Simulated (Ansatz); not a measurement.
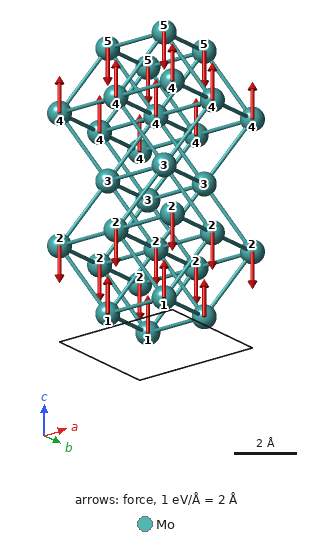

Starting geometry of a slab of composition Mo (cut from the Im-3m phase) with the computed forces as red arrows. Style: ball-and-stick. Shown: the 2 × 2 repeat of the cell, outlined in the plane, without the vacuum, from a free direction.

Case: (1 1 0) slab, atoms relaxed. The slab is the (1 1 0) face of Mo.

Level of theory: Ansatz, DFT PBE, scalar-relativistic, plane waves, PAW. (plane-wave cutoff 420 eV; k-point mesh 13 × 13 × 1; occupations gaussian; smearing width 0.1 eV; no spin polarisation; dipole correction; atoms relaxed in a fixed cell; force threshold 0.02 eV/Å; at most 60 steps)

### What follows when this structure is relaxed?

It isn't relaxed: the largest force vector, on Mo atoms, is 0.64 eV/Å. The final displacements follow the starting forces only in part (cosine between the two patterns 0.80). Over 3 accepted moves (5 points after the start) the energy falls by 75.0 meV per cell of the calculation. The largest force component goes from 0.64 to 0.00056 eV/Å. The line search rejected the trial step at point 1 of the run. 1 step only repeated the SCF at the same geometry. The largest moves relative to the layer's centre, 0.097 Å, are those of Mo1 and Mo5. Mo1 goes along the normal (+c). The lattice vectors keep their values. Near-neighbour distances that change, for instance: Mo1–Mo2 2.737 → 2.648 Å, Mo2–Mo3 2.737 → 2.748 Å. Among the angles between lasting bonds that change: Mo4–Mo5–Mo4 70.5° → 73.3°.
